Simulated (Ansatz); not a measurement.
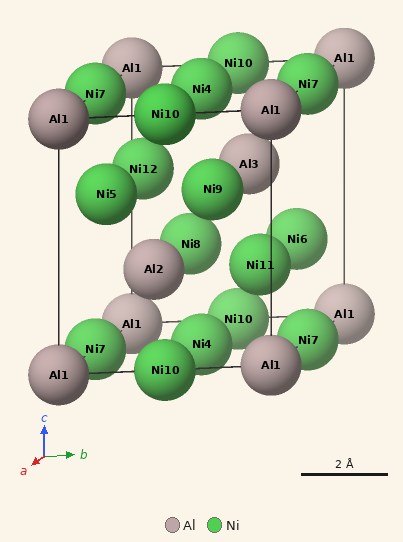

**Figure 1.** The structure (spheres-only view of the cell of the calculation, seen slightly off an axis; atoms are numbered from 1 in the order of the input). An atom can appear more than once, as a periodic image.

**Run report: AlNi3, single-point calculation (part 1 of 2)**

AlNi3 (Pm-3m, 12 atoms in the cell), computed with DFT PBE, scalar-relativistic, plane waves, PAW, spin-polarised (Ansatz 0.2.0).

The structure derives from a Materials Project entry. It belongs to a series of runs on one base structure; here: bulk in the cell of the (1 1 1) plane. Figures and captions count atoms from 1; the log counts them from 0 in places.

The input
```yaml
crystal:
  lattice:
    - [5.0440456858, 0.0, 0.0]
    - [-2.5220228429, 4.3682717018, 0.0]
    - [0.0, 0.0, 6.1776690848]
  atoms:
    - { symbol: Al, position: [0.0, 0.0, 0.0] }
    - { symbol: Al, position: [0.6666666667, 0.3333333333, 0.3333333333] }
    - { symbol: Al, position: [0.3333333333, 0.6666666667, 0.6666666667] }
    - { symbol: Ni, position: [0.5, 0.5, 1.0], spin: 0.3 }
    - { symbol: Ni, position: [0.8333333333, 0.1666666667, 0.6666666667], spin: 0.3 }
    - { symbol: Ni, position: [0.1666666667, 0.8333333333, 0.3333333333], spin: 0.3 }
    - { symbol: Ni, position: [0.5, 1.0, 1.0], spin: 0.3 }
    - { symbol: Ni, position: [0.1666666667, 0.3333333333, 0.3333333333], spin: 0.3 }
    - { symbol: Ni, position: [0.8333333333, 0.6666666667, 0.6666666667], spin: 0.3 }
    - { symbol: Ni, position: [0.0, 0.5, 0.0], spin: 0.3 }
    - { symbol: Ni, position: [0.6666666667, 0.8333333333, 0.3333333333], spin: 0.3 }
    - { symbol: Ni, position: [0.3333333333, 0.1666666667, 0.6666666667], spin: 0.3 }
basis:
  ecutwfc: 420
kpoints:
  mp_grid: { grid: [12, 12, 6] }
hamiltonian:
  xc: pbe
scf:
  occupations: { method: gaussian, width: 0.1 }
output:
  forces: true
  stress: true
  eigenvalues: true
  populations: true
magnetization:
  spin_polarized: true
```

Run on 4 threads of Intel Xeon @ 2.50GHz (Skylake/Cascade Lake), 189 GiB of memory available, shared host.

Command:
```bash
ansatz run input.yaml --threads 4 --pin off --max-ram 11264MiB --backend cpu --events-out ev --progress --plain --runs-dir out
```

Output
```
Engine: ansatz 0.2.0, x86_64-unknown-linux-gnu
Pseudopotentials: kind: paw
Pseudopotential: Al, paw, valence charge 3, recommended cutoff 420 eV (normal), Al.paw.azcp
Pseudopotential: Ni, paw, valence charge 18, recommended cutoff 420 eV (normal), Ni.paw.azcp
Functional definition: PBE
  parameter kappa = 0.804
  parameter beta = 0.06672455060314922
  exchange = pbe_x(kappa = kappa, mu = beta*pi^2/3)
  correlation = pbe_c(beta = beta)
Crystal: 12 atoms, lattice volume = 136.117 Å³
Basis set: ecut = 420 eV, 2679 PW (Γ), exchange–correlation on 72×72×90 points (8 copies of the dense FFT grid, shifted against one another)
Bands: 105, of which v1, the nominal top of the filled ones, is band 86 counted from 1 (85 counted from 0)
Symmetry: 36 space group operations
Space group: Pm-3m (ITA 221), of the structure as read, at distance tolerance 5.1e-5 Å
Magnetic group: BNS 221.92 (UNI 1594), of the structure as read, at distance tolerance 5.1e-5 Å
k-points: 100 of 864
Non-local potential: Al, projectors of the file, l = 0: 2, l = 1: 2, l = 2: 1
Non-local potential: Ni, projectors of the file, l = 0: 3, l = 1: 2, l = 2: 3, l = 3: 1
PAW form: soft (Blöchl's): semilocal exchange-correlation on the pseudo side does not see the compensation charge
PAW one-centre angular grid: Al, 110 points (default); XC on 64 Gauss nodes
PAW one-centre angular grid: Ni, 590 points (default); XC on 64 Gauss nodes
Initial density: superposition of atomic densities (chi_scale 0.1, normalization cell)
Starting moments: Σ|m| = 2.7 μB on 9 of 12 sites
Initial wavefunctions: pseudopotential atomic-orbital guess
Functional: x = pbe(κ = 0.804, μ = 0.2195149727645171), c = pbe(β = 0.06672455060314922)
iter 1 solved again at ethr=2.76e-3 eV; its pass at ethr=3.10e-3 eV (dr2=4.72e0 eV) is discarded
SCF iter   1: F=—  HF=-54166.315796 eV  |F-HF|=—  |Δ(HF+E_count)|=         —  Δρ=4.46e-2 (↑3.67e-2 ↓4.46e-2)  dr2=4.74e0  dr2_m=4.70e-2  M=2.222 μB ∫|m|=2.622 μB  β_m=0.30  ethr=2.76e-3  ⟨swp⟩=1.7  Hψ=96203  notcnv=0
Mixer restart at iter 1: flushing history
preconditioner: auto → Kerker (q_TF=auto, 2.834 Å⁻¹)  [metal: Δε(μ)=0.001 eV  Ē_g=6.927 eV  σ=0.100 eV  W_gap=0.00  n_scr=52 (ndim 8)  ℏωp=31.7 eV  f_vac=0.000  D(μ)=11.26/eV (n_scr^D=120)]
spin=Collinear: Kerker preconditioning applied to the charge; magnetization (m = ρ↑ − ρ↓) channel mixes plain (no charge-response kernel on spin).
SCF iter   2: F=—  HF=-54165.706146 eV  |F-HF|=—  |Δ(HF+E_count)|=   6.10e-1  Δρ=2.53e-2 (↑2.53e-2 ↓1.86e-2)  dr2=1.23e0  dr2_m=1.51e-1  M=2.747 μB ∫|m|=3.166 μB  β_m=0.29  ethr=2.76e-3  ⟨swp⟩=2.1  Hψ=33106  notcnv=0
SCF iter   3: F=—  HF=-54168.624023 eV  |F-HF|=—  |Δ(HF+E_count)|=    2.92e0  Δρ=2.12e-2 (↑2.12e-2 ↓1.52e-2)  dr2=1.17e0  dr2_m=8.60e-2  M=2.691 μB ∫|m|=3.152 μB  β_m=0.38  ethr=7.18e-4  ⟨swp⟩=2.0  Hψ=25529  notcnv=0  defer=2312
SCF iter   4: F=—  HF=-54172.789843 eV  |F-HF|=—  |Δ(HF+E_count)|=    4.17e0  Δρ=1.72e-2 (↑1.72e-2 ↓1.45e-2)  dr2=1.27e0  dr2_m=1.30e-2  M=2.491 μB ∫|m|=3.013 μB  β_m=0.45  ethr=6.82e-4  ⟨swp⟩=2.2  Hψ=29900  notcnv=0  defer=2308
SCF iter   5: F=—  HF=-54174.497522 eV  |F-HF|=—  |Δ(HF+E_count)|=    1.71e0  Δρ=6.99e-3 (↑6.31e-3 ↓6.99e-3)  dr2=2.09e-1  dr2_m=2.39e-2  M=2.412 μB ∫|m|=2.945 μB  β_m=0.62  ethr=6.82e-4  ⟨swp⟩=2.1  Hψ=33008  notcnv=0  defer=2327
SCF iter   6: F=—  HF=-54175.164051 eV  |F-HF|=—  |Δ(HF+E_count)|=   6.67e-1  Δρ=4.44e-3 (↑4.44e-3 ↓4.43e-3)  dr2=5.10e-2  dr2_m=1.44e-4  M=2.169 μB ∫|m|=2.755 μB  β_m=0.81  ethr=1.22e-4  ⟨swp⟩=2.5  Hψ=34179  notcnv=0  defer=2331
SCF iter   7: F=—  HF=-54175.196703 eV  |F-HF|=—  |Δ(HF+E_count)|=   3.27e-2  Δρ=2.06e-3 (↑2.06e-3 ↓2.05e-3)  dr2=1.30e-2  dr2_m=1.55e-6  M=2.224 μB ∫|m|=2.813 μB  β_m=0.90  ethr=2.98e-5  ⟨swp⟩=2.1  Hψ=32751  notcnv=0  defer=2332
SCF iter   8: F=—  HF=-54175.197793 eV  |F-HF|=—  |Δ(HF+E_count)|=   1.09e-3  Δρ=1.06e-3 (↑1.06e-3 ↓8.47e-4)  dr2=3.53e-3  dr2_m=1.48e-5  M=2.233 μB ∫|m|=2.825 μB  β_m=0.93  ethr=7.59e-6  ⟨swp⟩=2.7  Hψ=30685  notcnv=0  defer=2341
SCF iter   9: F=—  HF=-54175.198671 eV  |F-HF|=—  |Δ(HF+E_count)|=   8.78e-4  Δρ=4.21e-4 (↑4.21e-4 ↓1.52e-4)  dr2=3.05e-4  dr2_m=2.59e-5  M=2.236 μB ∫|m|=2.829 μB  β_m=0.97  ethr=2.06e-6  ⟨swp⟩=2.0  Hψ=28544  notcnv=0  defer=2341
SCF iter  10: F=—  HF=-54175.198658 eV  |F-HF|=—  |Δ(HF+E_count)|=   1.32e-5  Δρ=4.14e-4 (↑1.91e-4 ↓4.14e-4)  dr2=3.42e-4  dr2_m=1.67e-5  M=2.234 μB ∫|m|=2.826 μB  β_m=0.97  ethr=1.78e-7  ⟨swp⟩=2.1  Hψ=33018  notcnv=0  defer=2341
SCF iter  11: F=—  HF=-54175.198682 eV  |F-HF|=—  |Δ(HF+E_count)|=   2.44e-5  Δρ=7.86e-5 (↑4.80e-5 ↓7.86e-5)  dr2=1.48e-5  dr2_m=3.05e-7  M=2.233 μB ∫|m|=2.824 μB  β_m=0.98  ethr=1.78e-7  ⟨swp⟩=2.0  Hψ=28711  notcnv=0  defer=2341
SCF iter  12: F=—  HF=-54175.198712 eV  |F-HF|=—  |Δ(HF+E_count)|=   2.95e-5  Δρ=3.47e-6 (↑9.95e-7 ↓3.47e-6)  dr2=1.75e-8  dr2_m=3.02e-9  M=2.233 μB ∫|m|=2.824 μB  β_m=0.99  ethr=8.64e-9  ⟨swp⟩=2.0  Hψ=29862  notcnv=0  defer=2341
SCF iter  13: F=-54175.198712 eV  HF=-54175.198712 eV  |F-HF|=3.37e-9  |Δ(HF+E_count)|=   9.01e-9  Δρ=1.26e-6 (↑9.98e-7 ↓1.26e-6)  dr2=4.10e-9  dr2_m=5.49e-11  M=2.233 μB ∫|m|=2.824 μB  ethr=1.03e-11  ⟨swp⟩=8.1  Hψ=95822  notcnv=0
SCF 1 converged in 13 iterations: F = -54175.198712 eV  dr2 = 4.10e-9
  greatest PAW one-centre occupation: 1.001 electrons in one spin orbital (limit 2), on the Ni atom at site 5 (counted from 0), in its partial waves of l = 1
```

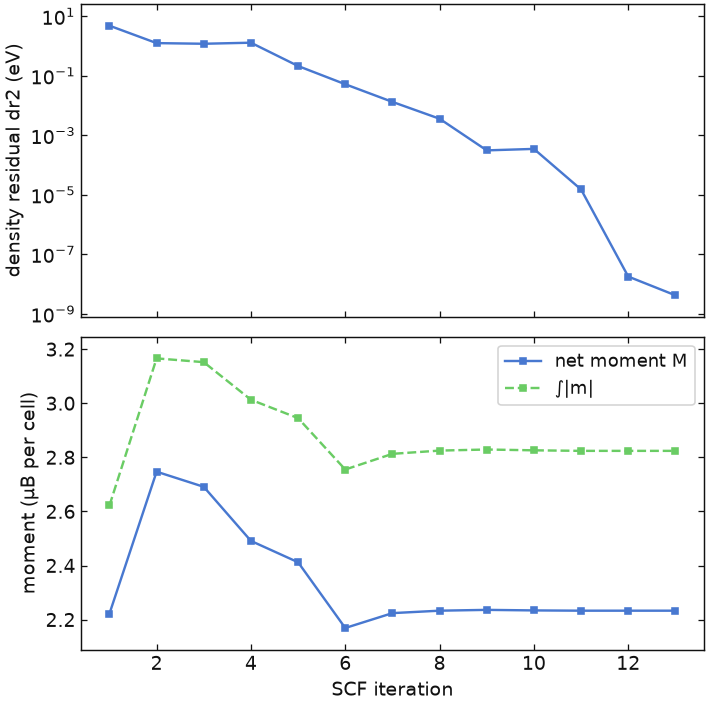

**Figure 2.** Convergence of the self-consistent field: density residual dr2 and magnetic moment against the SCF iteration. The residual falls almost steadily, with no more than small rises. The net moment starts and ends at 2.2 μB per cell, with excursions between 2.2 and 2.7 on the way.

```
SCF converged after 13 iterations
Magnetization: 2.2332 μB (86.6166 up, 84.3834 down)
Absolute magnetization: 2.8258 μB (∫|ρ↑−ρ↓|, with the PAW one-centre terms)
Spin contamination: 0.0352 ħ² per cell (⟨S²⟩ above its minimum at these occupations)
Per-site moments (μB) at R_I (Å): [(-0.01750248721004217, 1.0403344227019538), (-0.017502487210042186, 1.0403344227019538), (-0.01750248721004213, 1.0403344227019538), (0.2769555467653004, 1.0403344227019538), (0.27695554676530026, 1.0403344227019538), (0.2769555467653006, 1.0403344227019538), (0.2769555467653003, 1.0403344227019538), (0.2769555467653004, 1.0403344227019538), (0.27695554676530015, 1.0403344227019538), (0.2769555467653001, 1.0403344227019538), (0.27695554676530054, 1.0403344227019538), (0.27695554676530015, 1.0403344227019538)]
Free energy (F): -54175.198712 eV
Harris-Foulkes:  -54175.198712 eV  (|F-HF|=3.37e-9)
Internal energy: -54175.150035 eV  (E = F + TS)
E sigma→0 (E₀):  -54175.174373 eV
Entropy (-TS):   -0.048677 eV (-4.056 meV/atom)
Fermi energy:    15.741842 eV
--- Per-component energies (eV) ---
  E_band       = -2815.539851
  E_kinetic    = 2628.557761
  E_local      = -36103.515757  (includes V_loc(G=0)·N_el)
  E_nonlocal   = 5753.463125
  E_hartree    = 15369.833622
  E_xc         = -888.937856
  E_vxc        = -1079.659687  (∫ρ·V_xc dr)
  E_paw        = -16077.804940  (= ΣΔE_a)
  E_vpaw       = -4754.071632  (= ΣTr[D̂ρ^β])
  E_aug_tail   = 0.004228  (compensation charges beyond the density's cutoff)
  E_ewald      = -24856.750218
  E_smearing   = -0.048677  (= −TS)
  E_closure    = -0.000000  (closes the sum)
  Σ components = -54175.198712   (vs F -54175.198712, Δ=0.00e0)
--- Forces (eV/Å), atoms counted from 1 ---
  atom   1  Al    -0.00000000     0.00000000     0.00000000
  atom   2  Al     0.00000000    -0.00000000    -0.00000000
  atom   3  Al     0.00000000     0.00000000     0.00000000
  atom   4  Ni     0.00000000     0.00000000    -0.00000000
  atom   5  Ni     0.00000000     0.00000000    -0.00000000
  atom   6  Ni     0.00000000     0.00000000     0.00000000
  atom   7  Ni     0.00000000     0.00000000     0.00000000
  atom   8  Ni     0.00000000     0.00000000    -0.00000000
  atom   9  Ni     0.00000000    -0.00000000     0.00000000
  atom  10  Ni     0.00000000     0.00000000    -0.00000000
  atom  11  Ni    -0.00000000    -0.00000000     0.00000000
  atom  12  Ni    -0.00000000     0.00000000     0.00000000
  max |Σ_I F_I| component: 2.75e-26 eV/Å
--- Stress (GPa, compression-positive) ---
        0.010356      -0.000000       0.000000
       -0.000000       0.010356      -0.000000
        0.000000      -0.000000       0.005415
  P = ⅓ Tr σ = 0.0087 GPa (0.087 kbar)
--- Band table (eV; the first three rows and the last of 200) ---
```
